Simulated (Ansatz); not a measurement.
# Elastic-constant calculation, with input and output: GaSb (part 3 of 4)

The same run, continued: GaSb (Fm-3m, 2 atoms in the cell); DFT HSE06, scalar-relativistic, plane waves, PAW, no spin polarisation (Ansatz 0.2.0); cutoff 420 eV, 10×10×10 k-mesh, Fermi–Dirac smearing of 0.15 eV. It belongs to a series of runs on one base structure; here: elastic constants, atoms relaxed.

Geometry of the input (Å; fractional positions):
```
0.0000  2.8671  2.8671
2.8671  0.0000  2.8671
2.8671  2.8671  0.0000
Ga 0.0000  0.0000  0.0000
Sb 0.5000  0.5000  0.5000
```

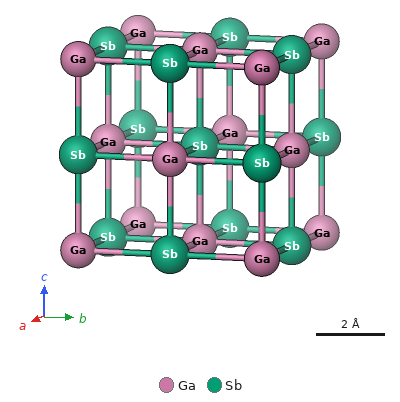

The structure as given in the input (ball-and-stick view of the cell 4 times as large as that of the calculation, set on its symmetry axes, seen slightly off an axis). An atom can appear more than once, as a periodic image.

## Log, continued
```
Crystal: 2 atoms, lattice volume = 47.136 Å³
preconditioner: auto → Kerker (q_TF=auto, 2.501 Å⁻¹)  [metal: Δε(μ)=0.028 eV  Ē_g=15.308 eV  σ=0.150 eV  W_gap=0.05  n_scr=14 (ndim 8)  ℏωp=22.9 eV  f_vac=0.000  D(μ)=1.26/eV (n_scr^D=14)]
SCF 25 converged in 12 iterations: F = -10267.446886 eV  dr2 = 6.22e-14
Exchange kernel: α = 0.2500, screened, ω = 0.2079 Å⁻¹, Wigner–Seitz truncation, v(0) = 1046.9322 eV·Å³, q-mesh 10×10×10, nearest image of the exchange supercell L = 40.45 Å, pair-density grid 24×24×24, without the augmentation charges, whose exchange is taken in its separable form by FFT convolution over the k-point mesh, smooth part of the exact exchange by density-matrix convolution
Frozen-core exchange: fock
eigensolver tolerance schedule calibrated: the retry pair's looser diagonalisation under-reported the residual by θ = 0.41 (0.13/decade); ethr = c·dr2/N_el runs at the constant in force after the calibration composes with the one it found (an armed cap, an earlier calibration), c = 6.4e-2
preconditioner: auto → Kerker (q_TF=auto, 2.501 Å⁻¹)  [metal: Δε(μ)=0.070 eV  Ē_g=18.123 eV  σ=0.150 eV  W_gap=0.12  n_scr=14 (ndim 8)  ℏωp=22.9 eV  f_vac=0.000  D(μ)=1.14/eV (n_scr^D=8)]
SCF 26 stopped early in 7 iterations: F = -10272.090280 eV  dr2 = 4.50e-7
  Residual-converged pass: ⟨swp⟩=4.0  Hψ=8704  notcnv=0  max |occ|·‖R‖ = 6.6e-6 eV (tolerance 6.7e-6 eV)  dr2=4.47e-7  dr2_onsite=1.72e-7  max |Δocc| = 6.1e-9
hybrid outer 1: dexx = +8.284e-3 eV, tail = 4.32e-5 eV
Exchange kernel: α = 0.2500, screened, ω = 0.2079 Å⁻¹, Wigner–Seitz truncation, v(0) = 1046.9322 eV·Å³, q-mesh 10×10×10, nearest image of the exchange supercell L = 40.45 Å, pair-density grid 24×24×24, without the augmentation charges, whose exchange is taken in its separable form by FFT convolution over the k-point mesh, smooth part of the exact exchange by density-matrix convolution
Frozen-core exchange: fock
preconditioner: auto → Kerker (q_TF=auto, 2.501 Å⁻¹)  [metal: Δε(μ)=0.064 eV  Ē_g=17.961 eV  σ=0.150 eV  W_gap=0.11  n_scr=14 (ndim 8)  ℏωp=22.9 eV  f_vac=0.000  D(μ)=1.14/eV (n_scr^D=8)]
SCF 27 stopped early in 5 iterations: F = -10272.089958 eV  dr2 = 1.84e-10
  Residual-converged pass: ⟨swp⟩=3.1  Hψ=7773  notcnv=0  max |occ|·‖R‖ = 4.1e-7 eV (tolerance 4.1e-7 eV)  dr2=1.77e-10  dr2_onsite=1.43e-11  max |Δocc| = 8.9e-12
hybrid outer 2: dexx = +6.517e-7 eV, tail = 1.21e-8 eV, Δε = 3.76e-3 eV (about 8.32e-5 eV left of the loop's levels), ΔF = 1.26e-29 eV/Å (tail inf)
Exchange kernel: α = 0.2500, screened, ω = 0.2079 Å⁻¹, Wigner–Seitz truncation, v(0) = 1046.9322 eV·Å³, q-mesh 10×10×10, nearest image of the exchange supercell L = 40.45 Å, pair-density grid 24×24×24, without the augmentation charges, whose exchange is taken in its separable form by FFT convolution over the k-point mesh, smooth part of the exact exchange by density-matrix convolution
Frozen-core exchange: fock
preconditioner: auto → Kerker (q_TF=auto, 2.501 Å⁻¹)  [metal: Δε(μ)=0.064 eV  Ē_g=17.960 eV  σ=0.150 eV  W_gap=0.11  n_scr=14 (ndim 8)  ℏωp=22.9 eV  f_vac=0.000  D(μ)=1.14/eV (n_scr^D=8)]
SCF 28 converged in 6 iterations: F = -10272.089958 eV  dr2 = 1.92e-14
  Residual-converged pass: ⟨swp⟩=4.0  Hψ=8834  notcnv=0  max |occ|·‖R‖ = 1.0e-8 eV (tolerance 1.0e-8 eV)  dr2=4.38e-14  dr2_onsite=3.58e-14  max |Δocc| = 1.7e-13
hybrid outer 3: dexx = +2.964e-10 eV, tail = 4.24e-12 eV, Δε = 4.86e-5 eV (about 1.24e-6 eV left of the loop's levels), ΔF = 4.42e-29 eV/Å (tail inf)
SCF 29 converged in 13 iterations: F = -10267.446886 eV  dr2 = 1.26e-14
Exchange kernel: α = 0.2500, screened, ω = 0.2079 Å⁻¹, Wigner–Seitz truncation, v(0) = 1046.9322 eV·Å³, q-mesh 10×10×10, nearest image of the exchange supercell L = 40.45 Å, pair-density grid 24×24×24, without the augmentation charges, whose exchange is taken in its separable form by FFT convolution over the k-point mesh, smooth part of the exact exchange by density-matrix convolution
Frozen-core exchange: fock
eigensolver tolerance schedule calibrated: the retry pair's looser diagonalisation under-reported the residual by θ = 0.41 (0.13/decade); ethr = c·dr2/N_el runs at the constant in force after the calibration composes with the one it found (an armed cap, an earlier calibration), c = 6.4e-2
SCF 30 stopped early in 7 iterations: F = -10272.090280 eV  dr2 = 4.50e-7
  Residual-converged pass: ⟨swp⟩=4.0  Hψ=8706  notcnv=0  max |occ|·‖R‖ = 6.6e-6 eV (tolerance 6.7e-6 eV)  dr2=4.47e-7  dr2_onsite=1.72e-7  max |Δocc| = 6.1e-9
hybrid outer 1: dexx = +8.284e-3 eV, tail = 4.32e-5 eV
Exchange kernel: α = 0.2500, screened, ω = 0.2079 Å⁻¹, Wigner–Seitz truncation, v(0) = 1046.9322 eV·Å³, q-mesh 10×10×10, nearest image of the exchange supercell L = 40.45 Å, pair-density grid 24×24×24, without the augmentation charges, whose exchange is taken in its separable form by FFT convolution over the k-point mesh, smooth part of the exact exchange by density-matrix convolution
Frozen-core exchange: fock
SCF 31 stopped early in 5 iterations: F = -10272.089958 eV  dr2 = 1.83e-10
  Residual-converged pass: ⟨swp⟩=3.1  Hψ=7765  notcnv=0  max |occ|·‖R‖ = 4.1e-7 eV (tolerance 4.1e-7 eV)  dr2=1.76e-10  dr2_onsite=1.42e-11  max |Δocc| = 9.8e-12
hybrid outer 2: dexx = +6.514e-7 eV, tail = 1.21e-8 eV, Δε = 3.76e-3 eV (about 8.32e-5 eV left of the loop's levels), ΔF = 8.68e-30 eV/Å (tail inf)
Exchange kernel: α = 0.2500, screened, ω = 0.2079 Å⁻¹, Wigner–Seitz truncation, v(0) = 1046.9322 eV·Å³, q-mesh 10×10×10, nearest image of the exchange supercell L = 40.45 Å, pair-density grid 24×24×24, without the augmentation charges, whose exchange is taken in its separable form by FFT convolution over the k-point mesh, smooth part of the exact exchange by density-matrix convolution
Frozen-core exchange: fock
SCF 32 converged in 6 iterations: F = -10272.089958 eV  dr2 = 1.92e-14
  Residual-converged pass: ⟨swp⟩=4.0  Hψ=8801  notcnv=0  max |occ|·‖R‖ = 9.8e-9 eV (tolerance 1.0e-8 eV)  dr2=4.39e-14  dr2_onsite=3.59e-14  max |Δocc| = 2.5e-13
hybrid outer 3: dexx = +2.955e-10 eV, tail = 4.23e-12 eV, Δε = 4.88e-5 eV (about 1.25e-6 eV left of the loop's levels), ΔF = 3.79e-29 eV/Å (tail inf)
SCF 33 converged in 13 iterations: F = -10267.446788 eV  dr2 = 3.07e-14
Exchange kernel: α = 0.2500, screened, ω = 0.2079 Å⁻¹, Wigner–Seitz truncation, v(0) = 1046.9322 eV·Å³, q-mesh 10×10×10, nearest image of the exchange supercell L = 40.34 Å, pair-density grid 24×24×24, without the augmentation charges, whose exchange is taken in its separable form by FFT convolution over the k-point mesh, smooth part of the exact exchange by density-matrix convolution
Frozen-core exchange: fock
eigensolver tolerance schedule calibrated: the retry pair's looser diagonalisation under-reported the residual by θ = 0.41 (0.13/decade); ethr = c·dr2/N_el runs at the constant in force after the calibration composes with the one it found (an armed cap, an earlier calibration), c = 6.4e-2
SCF 34 stopped early in 7 iterations: F = -10272.090203 eV  dr2 = 4.51e-7
  Residual-converged pass: ⟨swp⟩=4.0  Hψ=8686  notcnv=0  max |occ|·‖R‖ = 6.6e-6 eV (tolerance 6.7e-6 eV)  dr2=4.48e-7  dr2_onsite=1.72e-7  max |Δocc| = 7.8e-9
hybrid outer 1: dexx = +8.288e-3 eV, tail = 4.32e-5 eV
Exchange kernel: α = 0.2500, screened, ω = 0.2079 Å⁻¹, Wigner–Seitz truncation, v(0) = 1046.9322 eV·Å³, q-mesh 10×10×10, nearest image of the exchange supercell L = 40.34 Å, pair-density grid 24×24×24, without the augmentation charges, whose exchange is taken in its separable form by FFT convolution over the k-point mesh, smooth part of the exact exchange by density-matrix convolution
Frozen-core exchange: fock
SCF 35 stopped early in 5 iterations: F = -10272.089882 eV  dr2 = 1.88e-10
  Residual-converged pass: ⟨swp⟩=3.1  Hψ=7805  notcnv=0  max |occ|·‖R‖ = 4.1e-7 eV (tolerance 4.1e-7 eV)  dr2=1.82e-10  dr2_onsite=1.53e-11  max |Δocc| = 5.2e-12
hybrid outer 2: dexx = +6.523e-7 eV, tail = 1.21e-8 eV, Δε = 3.76e-3 eV (about 8.34e-5 eV left of the loop's levels), ΔF = 7.57e-29 eV/Å (tail inf)
Exchange kernel: α = 0.2500, screened, ω = 0.2079 Å⁻¹, Wigner–Seitz truncation, v(0) = 1046.9322 eV·Å³, q-mesh 10×10×10, nearest image of the exchange supercell L = 40.34 Å, pair-density grid 24×24×24, without the augmentation charges, whose exchange is taken in its separable form by FFT convolution over the k-point mesh, smooth part of the exact exchange by density-matrix convolution
Frozen-core exchange: fock
SCF iter   1: F=—  HF=-10272.089882 eV  |F-HF|=—  |Δ(HF+E_count)|=         —  Δρ=2.35e-6  dr2=1.28e-9  ethr=2.16e-10  ⟨swp⟩=8.3  Hψ=9784  notcnv=0
SCF iter   2: F=—  HF=-10272.089882 eV  |F-HF|=—  |Δ(HF+E_count)|=  5.97e-10  Δρ=3.37e-7  dr2=6.70e-11  ethr=4.23e-12  ⟨swp⟩=4.0  Hψ=7899  notcnv=0
SCF iter   3: F=—  HF=-10272.089882 eV  |F-HF|=—  |Δ(HF+E_count)|=  3.18e-10  Δρ=1.58e-7  dr2=2.39e-11  ethr=1.00e-12  ⟨swp⟩=3.0  Hψ=6482  notcnv=0
SCF iter   4: F=—  HF=-10272.089882 eV  |F-HF|=—  |Δ(HF+E_count)|=  1.09e-11  Δρ=7.52e-8  dr2=2.36e-12  ethr=1.00e-12  ⟨swp⟩=2.0  Hψ=5740  notcnv=0
SCF iter   5: F=—  HF=-10272.089882 eV  |F-HF|=—  |Δ(HF+E_count)|=  7.28e-12  Δρ=3.12e-8  dr2=4.02e-13  ethr=1.00e-12  ⟨swp⟩=2.0  Hψ=5740  notcnv=0
SCF iter   6: F=-10272.089882 eV  HF=-10272.089882 eV  |F-HF|=0.00e0  |Δ(HF+E_count)|=  3.64e-12  Δρ=6.25e-9  dr2=1.95e-14  ethr=1.00e-12  ⟨swp⟩=2.0  Hψ=5737  notcnv=0
SCF 36 converged in 6 iterations: F = -10272.089882 eV  dr2 = 1.95e-14
  Residual-converged pass: ⟨swp⟩=4.0  Hψ=8804  notcnv=0  max |occ|·‖R‖ = 9.7e-9 eV (tolerance 1.0e-8 eV)  dr2=4.41e-14  dr2_onsite=3.55e-14  max |Δocc| = 3.5e-13
```

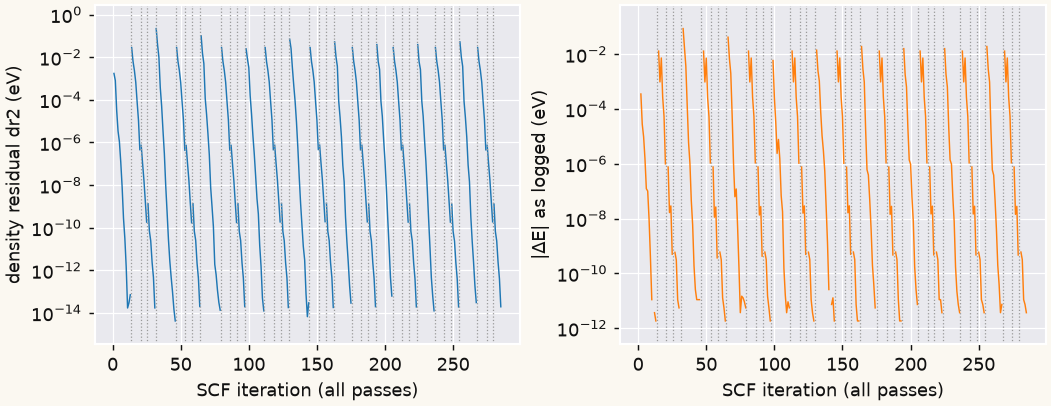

Convergence of the self-consistent field: density residual dr2 and size of the energy change against the SCF iteration. The run starts with a semilocal functional; after that each stretch between dotted lines is one SCF of the hybrid functional between two exact rebuilds of the exchange operator by the outer loop. Early passes are stopped at a loose threshold. The 36 passes take 5 to 15 iterations each, 285 in all.

```
hybrid outer 3: dexx = +2.972e-10 eV, tail = 4.25e-12 eV, Δε = 4.84e-5 eV (about 1.24e-6 eV left of the loop's levels), ΔF = 1.01e-28 eV/Å (tail inf)
hybrid SCF converged: 3 outer / 18 inner (+13 warm-up), last move |dexx| = 2.89e-10 eV, tail = 4.09e-12 eV
Stability not checked: this state was not tested for a lower state beside it, because the functional holds exact exchange (a hybrid, or Hartree-Fock), whose exchange loop this test does not read (fock_operator; see scf.lower_state_search)
Free energy (F): -10272.089993 eV
Frozen-core exchange: fock
Harris-Foulkes:  -10272.089993 eV  (|F-HF|=1.82e-12)
Internal energy: -10272.009392 eV  (E = F + TS)
E sigma→0 (E₀):  -10272.049692 eV
Entropy (-TS):   -0.080601 eV (-40.300 meV/atom)
Fermi energy:    9.995434 eV
--- Per-component energies (eV) ---
  E_band       = -254.252320
  E_kinetic    = 320.921580
  E_local      = -3366.577938  (includes V_loc(G=0)·N_el)
  E_nonlocal   = 786.604208
  E_hartree    = 1566.065962
  E_xc         = -166.732486
  E_vxc        = -124.077636  (∫ρ·V_xc dr)
  E_exx        = -88.290266  (= α·E_x^exact, valence–valence)
  E_paw        = -6522.367612  (= ΣΔE_a)
  E_vpaw       = -826.673814  (= ΣTr[D̂ρ^β])
  E_aug_tail   = -0.000119  (compensation charges beyond the density's cutoff)
  E_ewald      = -2801.770278
  E_core_change = 0.137557  (= ΣΔE_core)
  E_smearing   = -0.080601  (= −TS)
  E_closure    = 0.000000  (closes the sum)
  Σ components = -10272.089993   (vs F -10272.089993, Δ=0.00e0)
--- Forces (eV/Å), atoms counted from 1 ---
  atom   1  Ga    -0.00000000     0.00000000     0.00000000
  atom   2  Sb     0.00000000    -0.00000000     0.00000000
  max |Σ_I F_I| component: 2.71e-29 eV/Å
--- Stress (GPa, compression-positive) ---
        0.201964      -0.000000       0.000000
       -0.000000       0.201964       0.000000
        0.000000       0.000000       0.201964
  P = ⅓ Tr σ = 0.2020 GPa (2.020 kbar)
--- Band table (eV; the first three rows and the last of 47) ---
  k-point 0: bands = ["-21.3331", "-21.3331", "-21.3153", "-21.3153", "-21.3153", "-7.7894", "-7.7894", "-7.7664", "-7.7664", "-7.7664", "-3.4189", "10.1512", "10.1512", "10.1512", "10.4679", "16.8712", "16.8712", "16.8712", "17.0709"]
  k-point 1: bands = ["-21.3331", "-21.3331", "-21.3150", "-21.3146", "-21.3146", "-7.7914", "-7.7914", "-7.7666", "-7.7654", "-7.7654", "-3.2747", "8.2890", "10.1429", "10.1429", "11.9005", "16.2305", "16.2305", "16.4225", "16.8642"]
  k-point 2: bands = ["-21.3332", "-21.3332", "-21.3142", "-21.3126", "-21.3126", "-7.7970", "-7.7970", "-7.7672", "-7.7625", "-7.7625", "-2.8456", "6.1777", "10.1504", "10.1504", "12.6968", "14.9017", "14.9017", "15.5671", "17.2795"]
  k-point 46: bands = ["-21.3381", "-21.3296", "-21.3136", "-21.3081", "-21.3020", "-7.8445", "-7.7967", "-7.7670", "-7.7571", "-7.7448", "0.4304", "3.6315", "4.8818", "5.7607", "11.5748", "14.8884", "16.1113", "18.7038", "20.8805"]
--- Elastic constants: 2 strain directions × 4 members + reference (group order 48) ---
  dense FFT box of the reference and of every strained cell: 30×30×30
  strains applied: 11, 23; error gains: componentwise 1.00 (the most a stress slope's error grows in a printed constant), spectral 1.73 (1 for all six strains in a standard setting)
  C = ∂σ_k/∂η_j (tension-positive GPa; Voigt order 11 22 33 23 13 12):
       113.217     39.056     39.056     -0.000      0.000      0.000
        39.056    113.217     39.056      0.000     -0.000     -0.000
        39.056     39.056    113.217      0.000     -0.000      0.000
         0.000     -0.000      0.000      6.555     -0.000      0.000
         0.000     -0.000     -0.000      0.000      6.555      0.000
        -0.000      0.000     -0.000      0.000     -0.000      6.555
  reference stress σ⁰ (GPa):     -0.202     -0.202     -0.202     -0.000     -0.000      0.000
  C* (energy form; C + prestress term) asymmetry max|C*_kj − C*_jk| = 7.105e-15 GPa — a small one proves nothing (zero by symmetry where the batch's group is 432, −43m or m−3m); a large one is finite-difference/SCF noise where every solve meets its electron count
  moduli (Voigt/Reuss/Hill, GPa): K = 63.78/63.78/63.78   G = 18.77/9.77/14.27   E = 39.84   ν = 0.396
  mechanically stable: yes (min eigenvalue of sym C = 6.56 GPa)
  strain η (Voigt 11):  stress-route row diagonal C_11 = 113.22 GPa, energy-path curvature d²(F+E_count+ΔE)/dδ²/Ω₀ = 112.96 GPa
    cells at ±δ against ±2δ: C11 113.39 and 113.90 GPa, apart by 0.45 % of the column's largest entry
         δ    σ_11 (GPa)             F (eV)   n_scf  n_hpsi   n_pw
    -1.000e-2      -1.4085      -10272.0876659      33  172419    934   relax 0 steps, max|allowed force component| 4.72e-30 eV/Å
    -5.000e-3      -0.7858      -10272.0892651      33  174041    934   relax 0 steps, max|allowed force component| 5.92e-30 eV/Å
     5.000e-3       0.3481      -10272.0898653      32  171022    942   relax 0 steps, max|allowed force component| 1.26e-29 eV/Å
     1.000e-2       0.8695      -10272.0889621      33  173453    948   relax 0 steps, max|allowed force component| 1.26e-29 eV/Å
  strain η (Voigt 23):  stress-route row diagonal C_44 = 6.56 GPa, energy-path curvature d²(F+E_count+ΔE)/dδ²/Ω₀ = 6.48 GPa
    cells at ±δ against ±2δ: C44 6.54 and 6.50 GPa, apart by 0.63 % of the column's largest entry
         δ    σ_23 (GPa)             F (eV)   n_scf  n_hpsi   n_pw
    -1.000e-2      -0.0650      -10272.0898822      31  278032    941   relax 0 steps, max|allowed force component| 1.83e-29 eV/Å
    -5.000e-3      -0.0327      -10272.0899581      30  271718    941   relax 0 steps, max|allowed force component| 2.53e-29 eV/Å
     5.000e-3       0.0327      -10272.0899581      31  277373    941   relax 0 steps, max|allowed force component| 3.15e-29 eV/Å
     1.000e-2       0.0650      -10272.0898822      31  277961    941   relax 0 steps, max|allowed force component| 6.63e-29 eV/Å
```

## File elastic.tsv
```
# convention: tension-positive GPa; Voigt order 11 22 33 23 13 12; engineering shear strains; stresses and constants hold the Pulay correction, whose part of sigma0, of c and of each member's stress the lines and columns named pulay_correction_..._gpa give (of c_energy it is that of c and, on the columns of strains 1 to 3, that of sigma0; of a layer's constants it is that of c in the plane, times a tenth of its plane spacing in ang); where a line pulay_correction_withheld stands none holds it
# sigma0_gpa = -2.0196408256e-1 -2.0196408256e-1 -2.0196408256e-1 -0.0000000000e0 -5.2112501619e-17 5.6455210087e-17
# pulay_correction_sigma0_gpa = -6.8473032153e-2 -6.8473032153e-2 -6.8473032153e-2 5.3577371971e-35 -3.7499255824e-34 2.4106874653e-34
# published_state_doubts = filled_band_counts_differ_across_k_points
# c_energy_asymmetry_gpa = 7.1054273576e-15
# group_order = 48
# error_gain_componentwise = 1.0000000000e0	error_gain_spectral = 1.7320508076e0
# k_voigt_gpa = 6.3776217763e1	k_reuss_gpa = 6.3776217763e1	k_hill_gpa = 6.3776217763e1
# g_voigt_gpa = 1.8765532735e1	g_reuss_gpa = 9.7736419781e0	g_hill_gpa = 1.4269587356e1
# youngs_gpa = 3.9837611304e1	poisson = 3.9589219748e-1
# min_eigenvalue_gpa = 6.5553160381e0	stable = true
# k	c_k1_gpa	c_k2_gpa	c_k3_gpa	c_k4_gpa	c_k5_gpa	c_k6_gpa	c_energy_k1_gpa	c_energy_k2_gpa	c_energy_k3_gpa	c_energy_k4_gpa	c_energy_k5_gpa	c_energy_k6_gpa	pulay_correction_c_k1_gpa	pulay_correction_c_k2_gpa	pulay_correction_c_k3_gpa	pulay_correction_c_k4_gpa	pulay_correction_c_k5_gpa	pulay_correction_c_k6_gpa
1	1.1321736147e2	3.9055645910e1	3.9055645910e1	-2.1175823681e-22	5.2939559203e-23	1.5881867761e-22	1.1301539739e2	3.8853681827e1	3.8853681827e1	-2.1175823681e-22	5.2939559203e-23	1.5881867761e-22	6.0090204942e-2	8.9268735791e-2	8.9268735791e-2	2.0679515314e-25	-8.2718061255e-25	-8.2718061255e-25
```
